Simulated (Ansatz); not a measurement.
**SiN: density, localisation and related maps**

The calculation's input:

```
crystal:
  lattice:
    - [4.7813599278, 0.0, 0.0]
    - [0.0, 7.2007564502, 0.0]
    - [0.0, 0.0, 2.8742185935]
  atoms:
    - { symbol: Si, position: [0.9628111454, 0.8389348805, 0.0] }
    - { symbol: Si, position: [0.4628111454, 0.6610651195, 0.5] }
    - { symbol: Si, position: [0.0371888546, 0.1610651195, 0.0] }
    - { symbol: Si, position: [0.5371888546, 0.3389348805, 0.5] }
    - { symbol: "N", position: [0.2837904855, 0.7243316361, 0.0] }
    - { symbol: "N", position: [0.7837904855, 0.7756683639, 0.5] }
    - { symbol: "N", position: [0.7162095145, 0.2756683639, 0.0] }
    - { symbol: "N", position: [0.2162095145, 0.2243316361, 0.5] }
basis:
  ecutwfc: 420
kpoints:
  mp_grid: { grid: [6, 4, 10] }
hamiltonian:
  xc: pbe
scf:
  occupations: { method: gaussian, width: 0.02 }
output:
  forces: true
  stress: true
  eigenvalues: true
  write_density: true
  write_potential: true
  elf: true
  volumetric_format: npy
relax:
  adjacent_minimum: "off"
  f_tol: 0.01
  max_steps: 30
  cell: { stress_tol: 0.1, fix: [volume] }
```

Command:

```sh
ansatz run input.yaml --threads 1 --pin off --max-ram 2560MiB --backend cpu --events-out ev --progress --plain --runs-dir out
```

Below, planes, directions and counts refer to the conventional cell (a = 4.78 Å, b = 7.18 Å, c = 2.88 Å, α = 90.00°, β = 90.00°, γ = 90.00°).

The fields are those of the relaxed geometry.

Space group Pnnm; a generated structure, not necessarily the stable one; changed on purpose from its base cell (volume × 0.97, shape and atoms relaxed); computed pressure about 5 GPa in this cell.

Computed with DFT PBE, scalar-relativistic, plane waves, PAW (Ansatz).

Core electrons are frozen (PAW), and the valence fields are smoothed inside the atomic spheres.

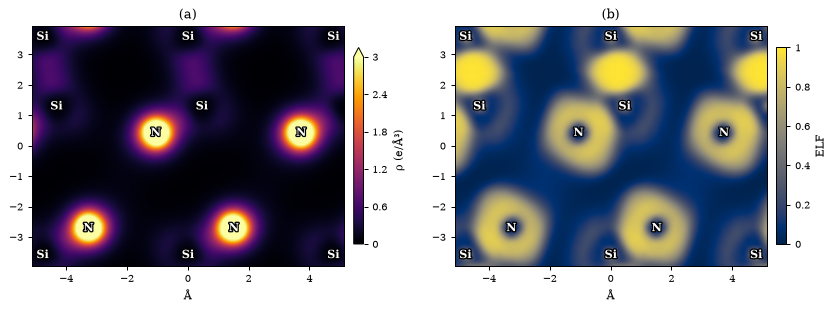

Figure 1. (a) valence charge density (pseudo); (b) ELF on the (001) plane of the conventional cell.

### Interpret the plot.

Atoms in the plane: Si and N. Si–N (1.75 Å): ρ is about 1 e/Å³ halfway; the ELF peaks at about 0.90 between the atoms: a shared but strongly polarised pair. Si–Si (2.33 Å): the density is about 0.68 e/Å³ at the midpoint; the ELF peaks at about 1 between the atoms, as expected for localised, covalent bonding. Between the atoms the lowest density in this plane is 0.01 e/Å³. The ELF also peaks beside N, away from the bonds: lone-pair regions.

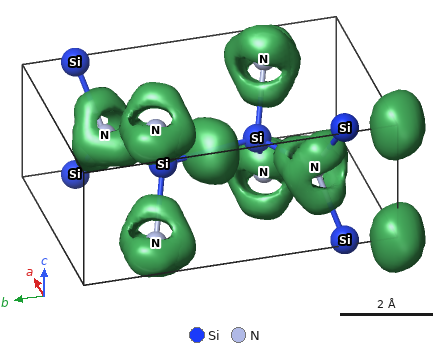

Figure 2. Isosurface of the electron localisation function at 0.8 (green), seen at an oblique angle. Core shells and regions of very low density are left out. Sticks mark near contacts.

### Describe the localisation domains.

At this value the surface marks out two regions between bonded Si–Si atoms (shared pairs) and four regions on N in which the atom's valence shell and bonds are merged, counted in one cell of 8 atoms. Any copies at cell faces, edges or corners count once.


Si–N (1.74 Å): the ELF peaks at about 0.90 between the atoms; a polar covalent bond.

### Does the calculation give a band gap?

It is gapped, with a Kohn–Sham gap of 1.6 eV on the k-point mesh (the band edges may lie off the mesh, which would make the gap smaller).
